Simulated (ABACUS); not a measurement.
## Band-structure run of Al (part 2 of 2)

Al (Fm-3m, 1 atom in the cell); Kohn-Sham DFT of a periodic cell, M06-L, SG15 ONCV 1.2 PBE, no spin polarisation (ABACUS 3.10.1); cutoff 938.79 eV, 7×7×7 k-mesh, fermi-dirac of 0.05 eV. The structure derives from an entry of the Crystallography Open Database.

Geometry of the input (Å; fractional positions):
```
2.8635  0.0000  0.0000
1.4318  2.4799  0.0000
1.4318  0.8266  2.3380
Al 0.0000  0.0000  0.0000
```

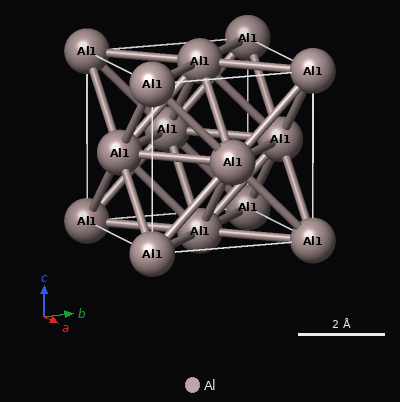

Figure 1. The input geometry (ball-and-stick view of the cell 4 times as large as that of the calculation, set on its symmetry axes, seen slightly off an axis; atoms are numbered from 1 in the order of the input).

### Output, continued
```
----------------------------------------------------------
 E_KohnSham     -138.5621759735      -1885.2351205186
 E_Harris       -139.4744169078      -1897.6467951738
 E_Fermi        0.8112506550         11.0376314149
----------------------------------------------------------

 PW ALGORITHM --------------- ION=   1  ELEC=   2--------------------------------

 Density error is 0.00159539252333
                          Error Threshold = 0.00024366656012
----------------------------------------------------------
     Energy           Rydberg                 eV
----------------------------------------------------------
 E_KohnSham     -138.5761862240      -1885.4257397554
 E_Harris       -138.6458581659      -1886.3736751564
 E_Fermi        0.7993513884         10.8757335861
----------------------------------------------------------

 PW ALGORITHM --------------- ION=   1  ELEC=   3--------------------------------

 Density error is 0.000349251442316
                          Error Threshold = 1.45035683939e-05
----------------------------------------------------------
     Energy           Rydberg                 eV
----------------------------------------------------------
 E_KohnSham     -138.5809216776      -1885.4901689070
 E_Harris       -138.6450690833      -1886.3629391359
 E_Fermi        0.8002134014         10.8874618744
----------------------------------------------------------

 PW ALGORITHM --------------- ION=   1  ELEC=   4--------------------------------

 Density error is 6.3438259649e-05
                          Error Threshold = 3.17501311196e-06
----------------------------------------------------------
     Energy           Rydberg                 eV
----------------------------------------------------------
 E_KohnSham     -138.5824167120      -1885.5105098931
 E_Harris       -138.5850664764      -1885.5465617882
 E_Fermi        0.8031398417         10.9272781376
----------------------------------------------------------

 PW ALGORITHM --------------- ION=   1  ELEC=   5--------------------------------

 Density error is 1.41229713243e-05
                          Error Threshold = 5.76711451355e-07
----------------------------------------------------------
     Energy           Rydberg                 eV
----------------------------------------------------------
 E_KohnSham     -138.5826559132      -1885.5137643934
 E_Harris       -138.5910103074      -1885.6274317570
 E_Fermi        0.8074110940         10.9853915062
----------------------------------------------------------

 PW ALGORITHM --------------- ION=   1  ELEC=   6--------------------------------

 Density error is 1.45959565504e-06
                          Error Threshold = 1.28390648403e-07
----------------------------------------------------------
     Energy           Rydberg                 eV
----------------------------------------------------------
 E_KohnSham     -138.5827009449      -1885.5143770806
 E_Harris       -138.5832999956      -1885.5225275839
 E_Fermi        0.8066860873         10.9755272845
----------------------------------------------------------

 PW ALGORITHM --------------- ION=   1  ELEC=   7--------------------------------

 Density error is 1.95672207372e-07
                          Error Threshold = 1.32690514095e-08
----------------------------------------------------------
     Energy           Rydberg                 eV
----------------------------------------------------------
 E_KohnSham     -138.5827046002      -1885.5144268140
 E_Harris       -138.5840747569      -1885.5330687524
 E_Fermi        0.8062613783         10.9697488227
----------------------------------------------------------

 PW ALGORITHM --------------- ION=   1  ELEC=   8--------------------------------

 Density error is 6.83270793676e-09
                          Error Threshold = 1.77883824884e-09
----------------------------------------------------------
     Energy           Rydberg                 eV
----------------------------------------------------------
 E_KohnSham     -138.5827048991      -1885.5144308799
 E_KS(sigma->0) -138.5826155129      -1885.5132147187
 E_Harris       -138.5829290843      -1885.5174810766
 E_band         -37.2236353065       -506.4535404425
 E_one_elec     -84.7289266515       -1152.7961878843
 E_Hartree      34.4693955267        468.9801857785
 E_xc           -15.8294098072       -215.3701693549
 E_Ewald        -72.4935851947       -986.3258270969
 E_entropy(-TS) -0.0001787723        -0.0024323223
 E_descf        0.0000000000         0.0000000000
 E_exx          0.0000000000         0.0000000000
 E_Fermi        0.8063511523         10.9709702601
----------------------------------------------------------

 charge density convergence is achieved
 final etot is -1885.5144309 eV
 EFERMI = 10.97097026 eV

 STATE ENERGY(eV) AND OCCUPATIONS    NSPIN == 1
 1/5 kpoint (Cartesian) = 0.0000 0.0000 0.0000 (1067 pws)
       1       -96.2589     0.00583090
       2       -55.5051     0.00583090
       3       -55.5051     0.00583090
       4       -55.5051     0.00583090
       5      -0.407900     0.00583090
       6        23.5744        0.00000
       7        23.5744        0.00000
       8        23.5744        0.00000
       9        25.9421        0.00000
      10        25.9421        0.00000
      11        25.9421        0.00000
      12        27.4917        0.00000
      13        30.8807        0.00000
      14        30.8807        0.00000
      15        32.6572        0.00000
      16        35.8246        0.00000

 2/5 kpoint (Cartesian) = 0.049889 0.028803 0.020367 (1073 pws)
       1       -96.2585      0.0466472
       2       -55.5089      0.0466472
       3       -55.5057      0.0466472
       4       -55.5057      0.0466472
       5       0.154857      0.0466472
       6        18.6380    1.18447e-68
       7        22.7027        0.00000
       8        22.7027        0.00000
       9        26.0022        0.00000
      10        27.6606        0.00000
      11        27.6606        0.00000
      12        28.6093        0.00000
      13        28.6093        0.00000
      14        31.4338        0.00000
      15        32.0677        0.00000
      16        38.0412        0.00000

 3/5 kpoint (Cartesian) = 0.099778 0.057607 0.040734 (1083 pws)
       1       -96.2578      0.0466472
       2       -55.5174      0.0466472
       3       -55.5071      0.0466472
       4       -55.5071      0.0466472
       5        1.82948      0.0466472
       6        13.0875    1.92665e-20
       7        22.0365        0.00000
       8        22.0365        0.00000
       9        25.4436        0.00000
      10        25.5147        0.00000
      11        25.5147        0.00000
      12        29.3171        0.00000
      13        31.3390        0.00000
      14        31.3390        0.00000
      15        37.1345        0.00000
      16        44.7345        0.00000

 4/5 kpoint (Cartesian) = 0.14967 0.086410 0.061101 (1089 pws)
       1       -96.2571      0.0466472
       2       -55.5242      0.0466472
       3       -55.5082      0.0466472
       4       -55.5082      0.0466472
       5        4.57645      0.0466472
       6        8.36255      0.0466472
       7        22.2136        0.00000
       8        22.2136        0.00000
       9        23.4640        0.00000
      10        23.4640        0.00000
      11        25.6118        0.00000
      12        27.3001        0.00000
      13        35.4084        0.00000
      14        35.4084        0.00000
      15        42.0443        0.00000
      16        43.5791        0.00000

 5/5 kpoint (Cartesian) = 0.049889 0.028803 -0.040734 (1070 pws)
       1       -96.2583      0.0349854
       2       -55.5088      0.0349854
       3       -55.5066      0.0349854
       4       -55.5066      0.0349854
       5       0.341941      0.0349854
       6        20.5903    9.81434e-86
       7        20.7057    9.75451e-87
       8        20.7057    9.75451e-87
       9        24.1577        0.00000
      10        25.0440        0.00000
      11        29.9545        0.00000
      12        29.9545        0.00000
      13        31.5839        0.00000
      14        31.9936        0.00000
      15        34.4895        0.00000
      16        36.6191        0.00000

------------------------------------------------------------------------------------------
 TOTAL-FORCE (eV/Angstrom)
------------------------------------------------------------------------------------------
                       Al1         0.0000000000         0.0000000000         0.0000000000
------------------------------------------------------------------------------------------

----------------------------------------------------------------
 TOTAL-STRESS (KBAR)
----------------------------------------------------------------
       -78.9533923354         0.0000000000        -0.0000000000
        -0.0000000000       -78.9533923383        -0.0000000011
        -0.0000000000        -0.0000000011       -78.9533923386
----------------------------------------------------------------
 TOTAL-PRESSURE: -78.953392 KBAR

 --------------------------------------------
 !FINAL_ETOT_IS -1885.5144308798614929 eV
 --------------------------------------------
```

### Standard output
```
ABACUS v3.10.1

               Atomic-orbital Based Ab-initio Computation at UStc

 dft_functional readin is: MGGA_X_M06_L+MGGA_C_M06_L
 dft_functional in pseudopot file is: PBE
 Please make sure this is what you need

%%%%%%%%%%%%%%%%%%%%%%%%%%%%%%%%%%%%%%%%%%%%%%%%%%%%%%%%%%%%%%%%%%%%%%%%%%%%%%%%%%%%%%%%%%%%%%%%%%%%%%%%%
 Warning: the number of valence electrons in pseudopotential > 3 for Al: [Ne] 3s2 3p1
 Pseudopotentials with additional electrons can yield (more) accurate outcomes, but may be less efficient.
 If you're confident that your chosen pseudopotential is appropriate, you can safely ignore this warning.
%%%%%%%%%%%%%%%%%%%%%%%%%%%%%%%%%%%%%%%%%%%%%%%%%%%%%%%%%%%%%%%%%%%%%%%%%%%%%%%%%%%%%%%%%%%%%%%%%%%%%%%%%

 UNIFORM GRID DIM        : 30 * 30 * 30
 UNIFORM GRID DIM(BIG)   : 30 * 30 * 30
func,idMGGA_X_M06_L 203
func,idMGGA_C_M06_L 233
 ---------------------------------------------------------
 Self-consistent calculations for electrons
 ---------------------------------------------------------
 SPIN    KPOINTS         PROCESSORS  THREADS
 1       20              4           4
 ---------------------------------------------------------
 Use plane wave basis
 ---------------------------------------------------------
 ELEMENT NATOM       XC
 Al      1
 ---------------------------------------------------------
 Initial plane wave basis and FFT box
 ---------------------------------------------------------
 -------------------------------------------
 SELF-CONSISTENT :
 -------------------------------------------
 START CHARGE      : atomic
 ITER       ETOT/eV          EDIFF/eV         DRHO         DKIN     TIME/s
 DA1     -1.88523512e+03   0.00000000e+00   2.6803e-02   7.7213e-01   2.92
 DA2     -1.88542574e+03  -1.90619237e-01   1.5954e-03   2.2895e-01   0.70
 DA3     -1.88549017e+03  -6.44291516e-02   3.4925e-04   6.0834e-03   0.88
 DA4     -1.88551051e+03  -2.03409861e-02   6.3438e-05   4.0344e-02   1.09
 DA5     -1.88551376e+03  -3.25450024e-03   1.4123e-05   1.2226e-02   1.11
 DA6     -1.88551438e+03  -6.12687233e-04   1.4596e-06   3.0642e-03   0.78
 DA7     -1.88551443e+03  -4.97333892e-05   1.9567e-07   4.5856e-04   0.80
 DA8     -1.88551443e+03  -4.06584877e-06   6.8327e-09   2.5070e-04   0.82
----------------------------------------------------------------
 TOTAL-STRESS (KBAR)
----------------------------------------------------------------
       -78.9533923354         0.0000000000        -0.0000000000
        -0.0000000000       -78.9533923383        -0.0000000011
        -0.0000000000        -0.0000000011       -78.9533923386
----------------------------------------------------------------
 TOTAL-PRESSURE: -78.953392 KBAR
```

### Summary

- outcome: converged
- space group (tolerance 0.01 Å): Fm-3m (225)
- electrons treated: 11
- free energy: −1885.5144 eV
- Fermi energy of the self-consistent step: 10.971 eV
- gap on the k-point mesh: none (metallic)
- pressure: −7.90 GPa
- largest force (length of the vector): under 0.001 eV/Å
- hardware: 4 threads of Intel Xeon (Sapphire Rapids), 16 GiB of memory available, shared host
- wall time: 11 s (CPU time 39 s)
- peak memory: 0.36 GiB

### Notes

The cell is under a tension of 7.9 GPa at this level, so it is not at its equilibrium volume.
